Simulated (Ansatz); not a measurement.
**Run report: P, geometry relaxation (part 1 of 2)**

- system: P (P4/mmm, 1 atom in the cell)
- method: DFT PBEsol, scalar-relativistic, plane waves, PAW, no spin polarisation (Ansatz 0.2.0)

The structure derives from an entry of the Crystallography Open Database.

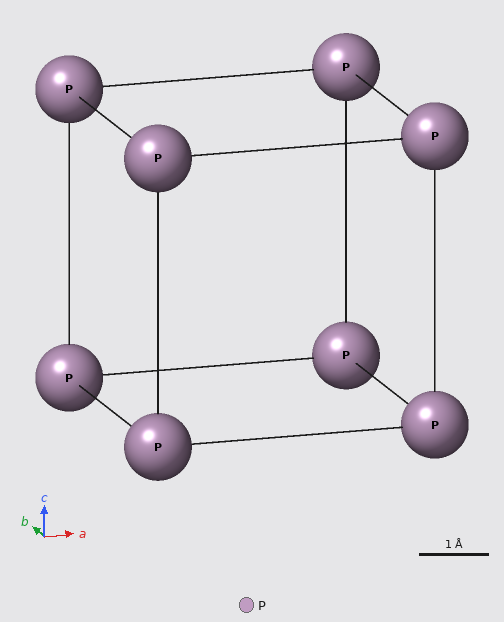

Fig. 1: The structure as given in the input (ball-and-stick view of the cell of the calculation, seen slightly off an axis). An atom can appear more than once, as a periodic image.

### Results in brief

```json
{"quantity": "outcome", "value": "converged"}
{"quantity": "space group (tolerance 0.01 Å)", "value": "P4/mmm (123) → Pm-3m (221)"}
{"quantity": "electrons treated", "value": "5"}
{"quantity": "free energy", "value": "−740.0790 eV"}
{"quantity": "Fermi energy", "value": "11.535 eV"}
{"quantity": "gap on the k-point mesh", "value": "none (metallic)"}
{"quantity": "pressure", "value": "0.00 GPa"}
{"quantity": "final volume", "value": "14.17 Å³"}
{"quantity": "largest force (length of the vector) at the end", "value": "under 0.001 eV/Å"}
{"quantity": "final cell", "value": "a = 2.420 Å, b = 2.420 Å, c = 2.420 Å, α = 90.00°, β = 90.00°, γ = 90.00°"}
{"quantity": "hardware", "value": "1 thread of Intel Xeon @ 2.70GHz, 189 GiB of memory available, shared host"}
{"quantity": "wall time", "value": "62 s"}
{"quantity": "peak memory", "value": "0.42 GiB"}
```

### Input
```yaml
crystal:
  lattice:
    - [4.2729048574, 0.0, 0.0]
    - [0.0, 4.2729048574, 0.0]
    - [0.0, 0.0, 4.378]
  atoms:
    - { symbol: P, position: [0.0, 0.0, 0.0] }
basis:
  ecutwfc: 420
kpoints:
  mp_grid: { grid: [10, 10, 10] }
hamiltonian:
  xc: pbesol
scf:
  occupations: { method: gaussian, width: 0.1 }
output:
  forces: true
  stress: true
  eigenvalues: true
  write_density: true
  write_potential: true
  elf: true
  volumetric_format: npy
relax:
  adjacent_minimum: "off"
  f_tol: 0.005
  max_steps: 80
  cell: { stress_tol: 0.05 }
```

Command:
```bash
ansatz run input.yaml --threads 1 --pin off --max-ram 2560MiB --backend cpu --events-out ev --progress --plain --runs-dir out
```

### Log
```
Engine: ansatz 0.2.0, x86_64-unknown-linux-gnu
Pseudopotentials: kind: paw
Pseudopotential: P, paw, valence charge 5, recommended cutoff 420 eV (normal), P.paw.azcp
Functional definition: PBEsol
  exchange = pbesol_x
  correlation = pbesol_c
Crystal: 1 atoms, lattice volume = 79.932 Å³
Basis set: ecut = 420 eV, 1567 PW (Γ), exchange–correlation on 60×60×60 points (8 copies of the dense FFT grid, shifted against one another)
Bands: 7, of which v1, the nominal top of the filled ones, is band 3 counted from 1 (2 counted from 0)
Symmetry: 16 space group operations
Space group: P4/mmm (ITA 123), of the structure as read, at distance tolerance 4.3e-5 Å
k-points: 126 of 1000
Non-local potential: P, projectors of the file, l = 0: 2, l = 1: 2, l = 2: 2
PAW form: soft (Blöchl's): semilocal exchange-correlation on the pseudo side does not see the compensation charge
PAW frozen core: P, regenerated for the run's functional, and the local potential with it (the file was generated under x = pbe(κ = 0.804, μ = 0.2195149727645171), c = pbe(β = 0.06672455060314922))
PAW one-centre angular grid: P, 110 points (default); XC on 64 Gauss nodes
Initial density: superposition of atomic densities (neutral atoms: chi_scale 0, normalization atom), corrected by the library's trained network
Initial wavefunctions: pseudopotential atomic-orbital guess
Functional: x = pbesol(κ = 0.804, μ = 0.12345679012345678), c = pbesol(β = 0.046)
SCF iter   1: F=—  HF=-735.461469 eV  |F-HF|=—  |Δ(HF+E_count)|=         —  Δρ=2.54e-3  dr2=1.17e-2  ethr=1.77e-3  ⟨swp⟩=5.2  Hψ=7294  notcnv=0
preconditioner: auto → LDOS  [metal: Δε(μ)=0.014 eV  Ē_g=8.731 eV  σ=0.100 eV  W_gap=0.08  n_scr=6 (ndim 8)  ℏωp=9.3 eV  f_vac=0.154  D(μ)=2.99/eV (n_scr^D=26)  β→1.0]
SCF iter   2: F=—  HF=-735.459456 eV  |F-HF|=—  |Δ(HF+E_count)|=   2.01e-3  Δρ=1.13e-3  dr2=2.53e-3  ethr=2.34e-4  ⟨swp⟩=3.0  Hψ=2554  notcnv=0  defer=7
SCF iter   3: F=—  HF=-735.459239 eV  |F-HF|=—  |Δ(HF+E_count)|=   2.17e-4  Δρ=2.90e-4  dr2=1.74e-4  ethr=5.05e-5  ⟨swp⟩=3.0  Hψ=1331  notcnv=0  defer=7
SCF iter   4: F=—  HF=-735.459252 eV  |F-HF|=—  |Δ(HF+E_count)|=   1.27e-5  Δρ=3.10e-5  dr2=6.83e-7  ethr=3.48e-6  ⟨swp⟩=2.7  Hψ=1202  notcnv=0  defer=7
SCF iter   5: F=—  HF=-735.459256 eV  |F-HF|=—  |Δ(HF+E_count)|=   3.97e-6  Δρ=5.88e-6  dr2=3.51e-8  ethr=1.37e-8  ⟨swp⟩=2.2  Hψ=1287  notcnv=0  defer=7
SCF iter   6: F=-735.459256 eV  HF=-735.459256 eV  |F-HF|=2.81e-10  |Δ(HF+E_count)|=   1.33e-8  Δρ=1.54e-6  dr2=2.37e-9  ethr=7.02e-10  ⟨swp⟩=7.4  Hψ=6354  notcnv=0
SCF 1 converged in 6 iterations: F = -735.459256 eV  dr2 = 2.37e-9
  greatest PAW one-centre occupation: 0.849 electrons in one spin orbital (limit 2), on the P atom at site 0 (counted from 0), in its partial waves of l = 0
relax step   1: F+E_penalty+E_count = -735.45925556 eV  Δ(F+E_penalty+E_count) = +0.000e0 eV  max|allowed force component| = 0.000e0 eV/Å  Δτ_max = 0.0000 Å  P = -3.887 GPa  Ω = 79.932 Å³  (6 SCF iters, dr2 threshold 1.00e-7 eV, accepted)
Crystal: 1 atoms, lattice volume = 69.214 Å³
Basis set: ecut = 420 eV, 1357 PW (Γ), exchange–correlation on 60×60×60 points (8 copies of the dense FFT grid, shifted against one another)
Initial density: handed on by an earlier stage of this run
Initial wavefunctions: those handed on with the density
iter 1 solved again at ethr=6.71e-5 eV; its pass at ethr=3.10e-3 eV (dr2=3.36e-3 eV) is discarded
SCF iter   1: F=—  HF=-735.764573 eV  |F-HF|=—  |Δ(HF+E_count)|=         —  Δρ=1.43e-3  dr2=3.27e-3  ethr=6.71e-5  ⟨swp⟩=1.5  Hψ=9733  notcnv=0
preconditioner: auto → LDOS  [metal: Δε(μ)=0.005 eV  Ē_g=8.987 eV  σ=0.100 eV  W_gap=0.03  n_scr=6 (ndim 8)  ℏωp=10.0 eV  f_vac=0.077  D(μ)=2.45/eV (n_scr^D=18)  β→1.0]
SCF iter   2: F=—  HF=-735.764106 eV  |F-HF|=—  |Δ(HF+E_count)|=   4.67e-4  Δρ=6.57e-4  dr2=6.76e-4  ethr=6.54e-5  ⟨swp⟩=1.9  Hψ=1120  notcnv=0
SCF iter   3: F=—  HF=-735.764078 eV  |F-HF|=—  |Δ(HF+E_count)|=   2.75e-5  Δρ=7.96e-5  dr2=9.62e-6  ethr=1.35e-5  ⟨swp⟩=2.1  Hψ=1207  notcnv=0
SCF iter   4: F=—  HF=-735.764080 eV  |F-HF|=—  |Δ(HF+E_count)|=   1.32e-6  Δρ=2.47e-5  dr2=3.70e-7  ethr=1.92e-7  ⟨swp⟩=2.2  Hψ=1218  notcnv=0
SCF iter   5: F=-735.764080 eV  HF=-735.764080 eV  |F-HF|=5.85e-9  |Δ(HF+E_count)|=   4.02e-7  Δρ=9.12e-6  dr2=5.86e-8  ethr=2.00e-9  ⟨swp⟩=11.0  Hψ=6856  notcnv=0
SCF 2 converged in 5 iterations: F = -735.764080 eV  dr2 = 5.86e-8
relax step   2: F+E_penalty+E_count = -735.76408016 eV  Δ(F+E_penalty+E_count) = -3.048e-1 eV  max|allowed force component| = 0.000e0 eV/Å  Δτ_max = 0.0000 Å  P = -5.281 GPa  Ω = 69.214 Å³  energy of the carried Pulay correction = +3.535e-4 eV  (5 SCF iters, dr2 threshold 1.00e-7 eV, accepted)
Crystal: 1 atoms, lattice volume = 59.459 Å³
Basis set: ecut = 420 eV, 1181 PW (Γ), exchange–correlation on 60×60×60 points (8 copies of the dense FFT grid, shifted against one another)
iter 1 solved again at ethr=6.35e-5 eV; its pass at ethr=3.10e-3 eV (dr2=3.18e-3 eV) is discarded
SCF iter   1: F=—  HF=-736.140086 eV  |F-HF|=—  |Δ(HF+E_count)|=         —  Δρ=1.58e-3  dr2=3.12e-3  ethr=6.35e-5  ⟨swp⟩=1.8  Hψ=9819  notcnv=0
preconditioner: auto → LDOS  [metal: Δε(μ)=0.008 eV  Ē_g=9.299 eV  σ=0.100 eV  W_gap=0.05  n_scr=6 (ndim 8)  ℏωp=10.8 eV  f_vac=0.042  D(μ)=2.02/eV (n_scr^D=18)  β→1.0]
SCF iter   2: F=—  HF=-736.139630 eV  |F-HF|=—  |Δ(HF+E_count)|=   4.56e-4  Δρ=6.78e-4  dr2=5.58e-4  ethr=6.25e-5  ⟨swp⟩=1.9  Hψ=1150  notcnv=0
SCF iter   3: F=—  HF=-736.139626 eV  |F-HF|=—  |Δ(HF+E_count)|=   3.28e-6  Δρ=8.14e-5  dr2=8.73e-6  ethr=1.12e-5  ⟨swp⟩=2.1  Hψ=1207  notcnv=0
SCF iter   4: F=—  HF=-736.139628 eV  |F-HF|=—  |Δ(HF+E_count)|=   1.87e-6  Δρ=1.96e-5  dr2=2.07e-7  ethr=1.75e-7  ⟨swp⟩=2.7  Hψ=1231  notcnv=0
SCF iter   5: F=-736.139628 eV  HF=-736.139628 eV  |F-HF|=3.88e-9  |Δ(HF+E_count)|=   3.28e-7  Δρ=6.66e-6  dr2=2.57e-8  ethr=2.00e-9  ⟨swp⟩=11.3  Hψ=6832  notcnv=0
SCF 3 converged in 5 iterations: F = -736.139628 eV  dr2 = 2.57e-8
relax step   3: F+E_penalty+E_count = -736.13962846 eV  Δ(F+E_penalty+E_count) = -3.755e-1 eV  max|allowed force component| = 0.000e0 eV/Å  Δτ_max = 0.0000 Å  P = -7.108 GPa  Ω = 59.459 Å³  energy of the carried Pulay correction = +7.228e-4 eV  (5 SCF iters, dr2 threshold 1.00e-7 eV, accepted)
Crystal: 1 atoms, lattice volume = 50.717 Å³
Basis set: ecut = 420 eV, 981 PW (Γ), exchange–correlation on 60×60×60 points (8 copies of the dense FFT grid, shifted against one another)
iter 1 solved again at ethr=5.11e-5 eV; its pass at ethr=3.10e-3 eV (dr2=2.56e-3 eV) is discarded
SCF iter   1: F=—  HF=-736.589274 eV  |F-HF|=—  |Δ(HF+E_count)|=         —  Δρ=1.64e-3  dr2=2.51e-3  ethr=5.11e-5  ⟨swp⟩=1.8  Hψ=9815  notcnv=0
preconditioner: auto → LDOS  [metal: Δε(μ)=0.018 eV  Ē_g=9.687 eV  σ=0.100 eV  W_gap=0.10  n_scr=6 (ndim 8)  ℏωp=11.7 eV  f_vac=0.016  D(μ)=1.63/eV (n_scr^D=14)  β→1.0]
SCF iter   2: F=—  HF=-736.588923 eV  |F-HF|=—  |Δ(HF+E_count)|=   3.51e-4  Δρ=6.44e-4  dr2=3.68e-4  ethr=5.03e-5  ⟨swp⟩=2.0  Hψ=1169  notcnv=0
SCF iter   3: F=—  HF=-736.588943 eV  |F-HF|=—  |Δ(HF+E_count)|=   1.95e-5  Δρ=7.78e-5  dr2=6.44e-6  ethr=7.36e-6  ⟨swp⟩=2.0  Hψ=1204  notcnv=0
SCF iter   4: F=—  HF=-736.588944 eV  |F-HF|=—  |Δ(HF+E_count)|=   7.36e-7  Δρ=1.55e-5  dr2=1.19e-7  ethr=1.29e-7  ⟨swp⟩=2.9  Hψ=1234  notcnv=0
SCF iter   5: F=-736.588944 eV  HF=-736.588944 eV  |F-HF|=1.41e-10  |Δ(HF+E_count)|=   2.09e-7  Δρ=2.81e-6  dr2=3.89e-9  ethr=2.00e-9  ⟨swp⟩=11.0  Hψ=6585  notcnv=0
SCF 4 converged in 5 iterations: F = -736.588944 eV  dr2 = 3.89e-9
relax step   4: F+E_penalty+E_count = -736.58894381 eV  Δ(F+E_penalty+E_count) = -4.493e-1 eV  max|allowed force component| = 0.000e0 eV/Å  Δτ_max = 0.0000 Å  P = -9.396 GPa  Ω = 50.717 Å³  energy of the carried Pulay correction = +1.101e-3 eV  (5 SCF iters, dr2 threshold 1.00e-7 eV, accepted)
Crystal: 1 atoms, lattice volume = 42.919 Å³
Basis set: ecut = 420 eV, 833 PW (Γ), exchange–correlation on 60×60×60 points (8 copies of the dense FFT grid, shifted against one another)
iter 1 solved again at ethr=3.33e-5 eV; its pass at ethr=3.10e-3 eV (dr2=1.66e-3 eV) is discarded
SCF iter   1: F=—  HF=-737.113356 eV  |F-HF|=—  |Δ(HF+E_count)|=         —  Δρ=1.60e-3  dr2=1.64e-3  ethr=3.33e-5  ⟨swp⟩=1.9  Hψ=9877  notcnv=0
preconditioner: auto → none  [metal: Δε(μ)=0.030 eV  Ē_g=10.154 eV  σ=0.100 eV  W_gap=0.16  n_scr=6 (ndim 8)  ℏωp=12.7 eV  f_vac=0.000  D(μ)=1.26/eV (n_scr^D=6)]
SCF iter   2: F=—  HF=-737.113166 eV  |F-HF|=—  |Δ(HF+E_count)|=   1.89e-4  Δρ=6.31e-4  dr2=1.76e-4  ethr=3.27e-5  ⟨swp⟩=1.9  Hψ=1177  notcnv=0
SCF iter   3: F=—  HF=-737.113234 eV  |F-HF|=—  |Δ(HF+E_count)|=   6.72e-5  Δρ=1.55e-4  dr2=6.50e-6  ethr=3.52e-6  ⟨swp⟩=2.0  Hψ=1200  notcnv=0
SCF iter   4: F=—  HF=-737.113242 eV  |F-HF|=—  |Δ(HF+E_count)|=   7.95e-6  Δρ=6.06e-6  dr2=1.54e-8  ethr=2.00e-9  ⟨swp⟩=10.0  Hψ=7206  notcnv=0
SCF iter   5: F=-737.113242 eV  HF=-737.113242 eV  |F-HF|=3.97e-10  |Δ(HF+E_count)|=   3.18e-9  Δρ=1.35e-6  dr2=2.76e-10  ethr=3.07e-10  ⟨swp⟩=5.9  Hψ=3897  notcnv=0
SCF 5 converged in 5 iterations: F = -737.113242 eV  dr2 = 2.76e-10
  greatest PAW one-centre occupation: 0.848 electrons in one spin orbital (limit 2), on the P atom at site 0 (counted from 0), in its partial waves of l = 0
relax step   5: F+E_penalty+E_count = -737.11324151 eV  Δ(F+E_penalty+E_count) = -5.243e-1 eV  max|allowed force component| = 0.000e0 eV/Å  Δτ_max = 0.0000 Å  P = -12.137 GPa  Ω = 42.919 Å³  energy of the carried Pulay correction = +1.482e-3 eV  (5 SCF iters, dr2 threshold 1.00e-7 eV, accepted)
Crystal: 1 atoms, lattice volume = 35.940 Å³
Basis set: ecut = 420 eV, 707 PW (Γ), exchange–correlation on 60×60×60 points (8 copies of the dense FFT grid, shifted against one another)
iter 1 solved again at ethr=1.84e-5 eV; its pass at ethr=3.10e-3 eV (dr2=9.19e-4 eV) is discarded
SCF iter   1: F=—  HF=-737.711074 eV  |F-HF|=—  |Δ(HF+E_count)|=         —  Δρ=1.56e-3  dr2=8.76e-4  ethr=1.84e-5  ⟨swp⟩=2.3  Hψ=10041  notcnv=0
preconditioner: auto → none  [metal: Δε(μ)=0.021 eV  Ē_g=10.733 eV  σ=0.100 eV  W_gap=0.12  n_scr=6 (ndim 8)  ℏωp=13.9 eV  f_vac=0.000  D(μ)=0.96/eV (n_scr^D=6)]
SCF iter   2: F=—  HF=-737.711125 eV  |F-HF|=—  |Δ(HF+E_count)|=   5.14e-5  Δρ=7.09e-4  dr2=1.43e-4  ethr=1.75e-5  ⟨swp⟩=1.7  Hψ=1086  notcnv=0
SCF iter   3: F=—  HF=-737.711197 eV  |F-HF|=—  |Δ(HF+E_count)|=   7.20e-5  Δρ=1.17e-4  dr2=3.26e-6  ethr=2.86e-6  ⟨swp⟩=2.0  Hψ=1193  notcnv=0
SCF iter   4: F=—  HF=-737.711201 eV  |F-HF|=—  |Δ(HF+E_count)|=   3.50e-6  Δρ=3.90e-6  dr2=5.50e-9  ethr=2.00e-9  ⟨swp⟩=9.1  Hψ=7006  notcnv=0
SCF iter   5: F=-737.711201 eV  HF=-737.711201 eV  |F-HF|=4.77e-10  |Δ(HF+E_count)|=  4.16e-10  Δρ=8.83e-7  dr2=1.67e-10  ethr=1.10e-10  ⟨swp⟩=5.1  Hψ=3689  notcnv=0
SCF 6 converged in 5 iterations: F = -737.711201 eV  dr2 = 1.67e-10
  greatest PAW one-centre occupation: 0.845 electrons in one spin orbital (limit 2), on the P atom at site 0 (counted from 0), in its partial waves of l = 0
relax step   6: F+E_penalty+E_count = -737.71120063 eV  Δ(F+E_penalty+E_count) = -5.980e-1 eV  max|allowed force component| = 0.000e0 eV/Å  Δτ_max = 0.0000 Å  P = -15.223 GPa  Ω = 35.940 Å³  energy of the carried Pulay correction = +1.864e-3 eV  (5 SCF iters, dr2 threshold 1.00e-7 eV, accepted)
Crystal: 1 atoms, lattice volume = 29.815 Å³
Basis set: ecut = 420 eV, 571 PW (Γ), exchange–correlation on 60×60×60 points (8 copies of the dense FFT grid, shifted against one another)
iter 1 solved again at ethr=1.43e-5 eV; its pass at ethr=3.10e-3 eV (dr2=7.16e-4 eV) is discarded
SCF iter   1: F=—  HF=-738.353322 eV  |F-HF|=—  |Δ(HF+E_count)|=         —  Δρ=1.78e-3  dr2=7.03e-4  ethr=1.43e-5  ⟨swp⟩=2.8  Hψ=10198  notcnv=0
preconditioner: auto → none  [metal: Δε(μ)=0.006 eV  Ē_g=11.460 eV  σ=0.100 eV  W_gap=0.03  n_scr=2 (ndim 8)  ℏωp=15.2 eV  f_vac=0.000  D(μ)=0.89/eV (n_scr^D=6)]
SCF iter   2: F=—  HF=-738.353518 eV  |F-HF|=—  |Δ(HF+E_count)|=   1.96e-4  Δρ=9.01e-4  dr2=1.83e-4  ethr=1.41e-5  ⟨swp⟩=1.0  Hψ=882  notcnv=0
SCF iter   3: F=—  HF=-738.353597 eV  |F-HF|=—  |Δ(HF+E_count)|=   7.88e-5  Δρ=1.80e-5  dr2=7.71e-8  ethr=3.65e-6  ⟨swp⟩=1.6  Hψ=996  notcnv=0
SCF iter   4: F=—  HF=-738.353596 eV  |F-HF|=—  |Δ(HF+E_count)|=   1.15e-7  Δρ=4.02e-6  dr2=2.33e-9  ethr=1.54e-9  ⟨swp⟩=7.7  Hψ=6522  notcnv=0
SCF iter   5: F=-738.353596 eV  HF=-738.353596 eV  |F-HF|=1.43e-11  |Δ(HF+E_count)|=   5.40e-9  Δρ=5.23e-7  dr2=7.95e-11  ethr=4.67e-11  ⟨swp⟩=5.2  Hψ=3664  notcnv=0
SCF 7 converged in 5 iterations: F = -738.353596 eV  dr2 = 7.95e-11
  greatest PAW one-centre occupation: 0.840 electrons in one spin orbital (limit 2), on the P atom at site 0 (counted from 0), in its partial waves of l = 0
relax step   7: F+E_penalty+E_count = -738.35359642 eV  Δ(F+E_penalty+E_count) = -6.424e-1 eV  max|allowed force component| = 0.000e0 eV/Å  Δτ_max = 0.0000 Å  P = -18.190 GPa  Ω = 29.815 Å³  energy of the carried Pulay correction = +2.233e-3 eV  (5 SCF iters, dr2 threshold 1.00e-7 eV, accepted)
Crystal: 1 atoms, lattice volume = 24.378 Å³
Basis set: ecut = 420 eV, 479 PW (Γ), exchange–correlation on 60×60×60 points (8 copies of the dense FFT grid, shifted against one another)
iter 1 solved again at ethr=3.66e-5 eV; its pass at ethr=3.10e-3 eV (dr2=1.83e-3 eV) is discarded
SCF iter   1: F=—  HF=-739.011155 eV  |F-HF|=—  |Δ(HF+E_count)|=         —  Δρ=2.92e-3  dr2=1.84e-3  ethr=3.66e-5  ⟨swp⟩=2.0  Hψ=10078  notcnv=0
preconditioner: auto → none  [metal: Δε(μ)=0.024 eV  Ē_g=12.403 eV  σ=0.100 eV  W_gap=0.14  n_scr=2 (ndim 8)  ℏωp=16.8 eV  f_vac=0.000  D(μ)=0.67/eV (n_scr^D=2)]
SCF iter   2: F=—  HF=-739.011293 eV  |F-HF|=—  |Δ(HF+E_count)|=   1.38e-4  Δρ=1.48e-3  dr2=4.49e-4  ethr=3.66e-5  ⟨swp⟩=1.0  Hψ=882  notcnv=0
SCF iter   3: F=—  HF=-739.011368 eV  |F-HF|=—  |Δ(HF+E_count)|=   7.46e-5  Δρ=4.27e-5  dr2=3.69e-7  ethr=8.99e-6  ⟨swp⟩=1.4  Hψ=938  notcnv=0
SCF iter   4: F=—  HF=-739.011369 eV  |F-HF|=—  |Δ(HF+E_count)|=   9.75e-7  Δρ=1.51e-5  dr2=4.12e-8  ethr=2.00e-9  ⟨swp⟩=12.4  Hψ=6947  notcnv=0
SCF iter   5: F=-739.011369 eV  HF=-739.011369 eV  |F-HF|=5.85e-9  |Δ(HF+E_count)|=   9.86e-9  Δρ=6.23e-6  dr2=1.02e-8  ethr=8.24e-10  ⟨swp⟩=5.9  Hψ=3960  notcnv=0
SCF 8 converged in 5 iterations: F = -739.011369 eV  dr2 = 1.02e-8
  greatest PAW one-centre occupation: 0.832 electrons in one spin orbital (limit 2), on the P atom at site 0 (counted from 0), in its partial waves of l = 0
relax step   8: F+E_penalty+E_count = -739.01136854 eV  Δ(F+E_penalty+E_count) = -6.578e-1 eV  max|allowed force component| = 0.000e0 eV/Å  Δτ_max = 0.0000 Å  P = -20.286 GPa  Ω = 24.378 Å³  energy of the carried Pulay correction = +2.586e-3 eV  (5 SCF iters, dr2 threshold 1.00e-7 eV, accepted)
Crystal: 1 atoms, lattice volume = 19.577 Å³
Basis set: ecut = 420 eV, 389 PW (Γ), exchange–correlation on 60×60×60 points (8 copies of the dense FFT grid, shifted against one another)
iter 1 solved again at ethr=1.21e-4 eV; its pass at ethr=3.10e-3 eV (dr2=6.03e-3 eV) is discarded
SCF iter   1: F=—  HF=-739.612683 eV  |F-HF|=—  |Δ(HF+E_count)|=         —  Δρ=5.67e-3  dr2=6.06e-3  ethr=1.21e-4  ⟨swp⟩=1.5  Hψ=10037  notcnv=0
preconditioner: auto → none  [insulator: Δε(μ)=0.103 eV  Ē_g=13.656 eV  σ=0.100 eV  W_gap=0.52  n_scr=0 (ndim 8)  ℏωp=18.8 eV  f_vac=0.000  D(μ)=0.40/eV (n_scr^D=0)  ε∞_Penn≈2.9]
SCF iter   2: F=—  HF=-739.611939 eV  |F-HF|=—  |Δ(HF+E_count)|=   7.44e-4  Δρ=2.68e-3  dr2=1.21e-3  ethr=1.21e-4  ⟨swp⟩=1.0  Hψ=886  notcnv=0
SCF iter   3: F=—  HF=-739.611941 eV  |F-HF|=—  |Δ(HF+E_count)|=   1.66e-6  Δρ=2.47e-4  dr2=9.24e-6  ethr=2.43e-5  ⟨swp⟩=1.7  Hψ=1065  notcnv=0
SCF iter   4: F=—  HF=-739.611941 eV  |F-HF|=—  |Δ(HF+E_count)|=  2.32e-10  Δρ=3.02e-5  dr2=2.31e-7  ethr=1.85e-7  ⟨swp⟩=2.4  Hψ=1199  notcnv=0
SCF iter   5: F=-739.611940 eV  HF=-739.611940 eV  |F-HF|=1.20e-9  |Δ(HF+E_count)|=   1.07e-7  Δρ=4.12e-6  dr2=1.55e-9  ethr=2.00e-9  ⟨swp⟩=10.9  Hψ=6277  notcnv=0
SCF 9 converged in 5 iterations: F = -739.611940 eV  dr2 = 1.55e-9
  greatest PAW one-centre occupation: 0.819 electrons in one spin orbital (limit 2), on the P atom at site 0 (counted from 0), in its partial waves of l = 0
relax step   9: F+E_penalty+E_count = -739.61194050 eV  Δ(F+E_penalty+E_count) = -6.006e-1 eV  max|allowed force component| = 0.000e0 eV/Å  Δτ_max = 0.0000 Å  P = -18.755 GPa  Ω = 19.577 Å³  energy of the carried Pulay correction = +2.910e-3 eV  (5 SCF iters, dr2 threshold 1.00e-7 eV, accepted)
```
